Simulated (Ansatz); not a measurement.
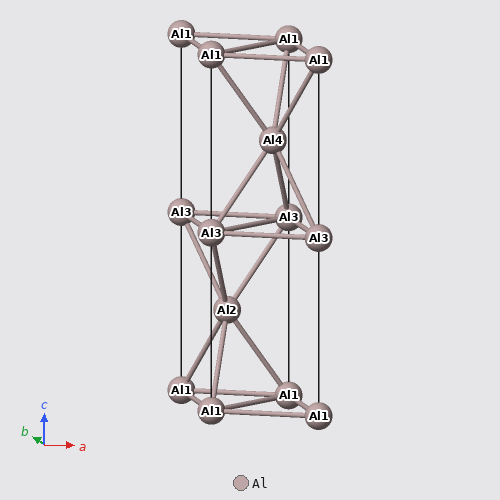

Four computed energy maps of cells of Al. The picture above is the structure of the first map.

Map 1

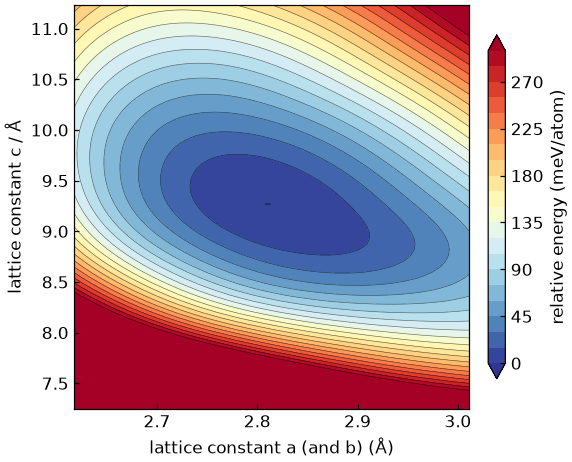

Al (P6_3/mmc, No. 194; 4 atoms in the cell). The energy is mapped over the lattice constants a and c of the conventional cell. Coordinates scanned: (1) lattice constant a (and b); (2) lattice constant c. Nothing is relaxed (symmetry fixes all fractional coordinates). The scan uses an 11 × 11 grid. Points are written as (first, second). Energies are in meV/atom, from the lowest grid point. Computed with Ansatz 0.2.0, DFT PBE+D3(BJ), scalar-relativistic, plane waves, PAW. Settings: cutoff 420 eV, k-mesh 18×18×4 in the order of the run's cell vectors, gaussian smearing 0.15 eV, no spin polarisation.

The picture shows filled contours, one colour for all values above the top of the scale. Between grid points the surface is interpolated.

Map 2

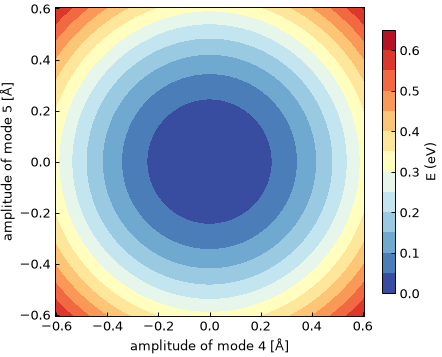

Al (P6_3/mmc, No. 194; 4 atoms in the cell). 
- The energy is mapped over two normal modes frozen in (zone-centre modes of the 4-atom cell of this scan).
- First axis: amplitude of mode 4 (91 cm⁻¹), largest displacement. Second axis: amplitude of mode 5 (91 cm⁻¹), largest displacement.
- Nothing is relaxed (the cell and all other modes fixed).
- The scan uses a 9 × 9 grid; 25 points were computed and 56 follow by symmetry.
- Points are written as (first, second).
- All energies are given in eV per cell relative to the lowest grid point.
- The calculation used Ansatz, DFT PBE+D3(BJ), scalar-relativistic, plane waves, PAW. Settings: cutoff 420 eV, k-mesh 18×18×4 in the order of the run's cell vectors, gaussian smearing 0.15 eV, no spin polarisation.

Drawn: filled contours. Between grid points the surface is interpolated.

Map 3

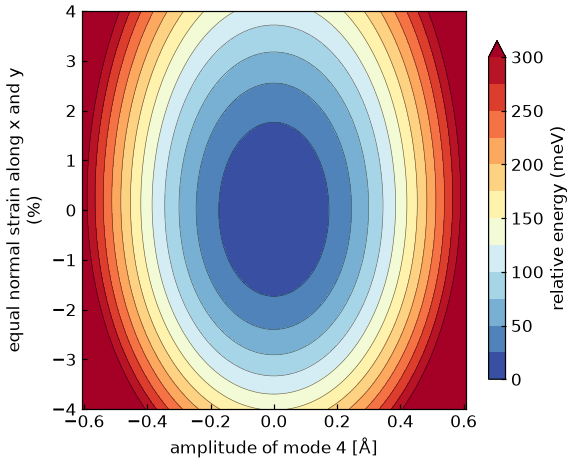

Al (P6_3/mmc, No. 194; 4 atoms in the cell). 
- The energy is mapped over a normal mode and a strain (zone-centre modes of the 4-atom cell of this scan) (x along [1 0 0], y along [1 2 0], z along [0 0 1] of the conventional cell).
- Coordinates scanned: (1) amplitude of mode 4 (91 cm⁻¹), largest displacement in the unstrained cell; (2) equal normal strain along x and y.
- Nothing is relaxed (the pattern is fixed in fractional coordinates).
- The scan uses an 11 × 7 grid; 42 points were computed and 35 follow by symmetry.
- Points are written as (first, second).
- Energies are in meV per cell, from the lowest grid point.
- Level of theory: Ansatz 0.2.0, DFT PBE+D3(BJ), scalar-relativistic, plane waves, PAW. Settings: cutoff 420 eV, k-mesh 18×18×4 in the order of the run's cell vectors, gaussian smearing 0.15 eV, no spin polarisation.

Drawn: filled contours, one colour for all values above the top of the scale. Between grid points the surface is interpolated.

Map 4

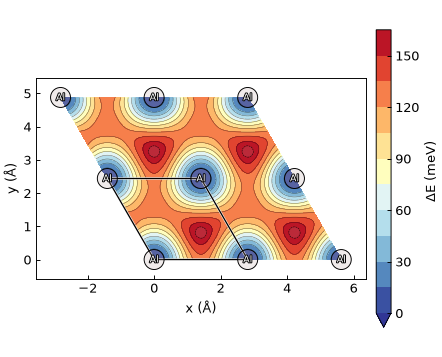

O on an Al(001) slab cut from the P6_3/mmc phase, its upper half relaxed before the scan (32 atoms of substrate and one adsorbate in a 2 × 2 cell). 
- O is moved over the surface cell at a fixed height above a rigid substrate; the origin of the map has the adsorbate above Al29; the height is held at 2.50 Å.
- Places are given modulo a cell vector. The map is drawn in real space over the plane of the surface.
- Grid: 6 × 6 points; 10 points were computed and 26 follow by symmetry.
- Places are given in fractions of the 1 × 1 surface cell.
- Energies: meV, counted from the lowest grid point.
- The runs have no spin polarisation, so an open-shell adsorbate far from the surface lies too high. At a fixed height the lowest place need not be the adsorption site.
- Method: DFT PBE+D3(BJ), scalar-relativistic, plane waves, PAW in Ansatz. Settings: cutoff 420 eV, k-mesh 6×6×1, gaussian smearing 0.1 eV, no spin polarisation.

Drawn: filled contours, labelled circles for the atoms of the top layer and small ones for the second layer, the outline of one cell of the 2 × 2 shown. Between grid points the surface is interpolated.

> What does each map show?

Map 1: The lowest grid point is at (2.814 Å, 9.241 Å). No other kind of well shows on this grid. The highest grid point, (2.617 Å, 7.245 Å), lies 1098 meV/atom above the lowest. Round the minimum the valley is somewhat tilted: raising lattice constant a (and b) shifts the best value of lattice constant c downwards (coupling k₁₂/√(k₁₁k₂₂) about 0.5).
Map 2: The lowest grid point is at (0.000 Å, 0.000 Å). No other kind of well shows on this grid. The highest grid point, (−0.607 Å, −0.607 Å), lies 0.610 eV above the lowest.
Map 3: The lowest grid point is at (0.000 Å, 0.00 %). No other kind of well shows on this grid. The highest grid point, (−0.607 Å, −4.00 %), lies 486 meV above the lowest.
Map 4: The lowest grid point is at the top site over a surface Al atom, (0/6, 0/6) of the cell vectors. No other kind of well shows on this grid. The highest grid point, a threefold hollow over a second-layer Al atom, (4/6, 2/6) of the cell vectors, lies 161 meV above the lowest. On the interpolated surface the easiest way out of the lowest well to its copy in the next cell or period passes a barrier of about 125 meV. At the lowest point the adsorbate has 1 Al at 2.50 Å as nearest neighbours, at the highest 3 Al at 2.98 Å.

> Maps 1, 2, 3 start from a relaxed reference structure. Do they show a way to lower its energy?

No. In each of them the reference is the lowest point, within the accuracy of the grid, so it is stable against the distortions scanned (other distortions weren't tried).

PAW datasets: the set soft_1.
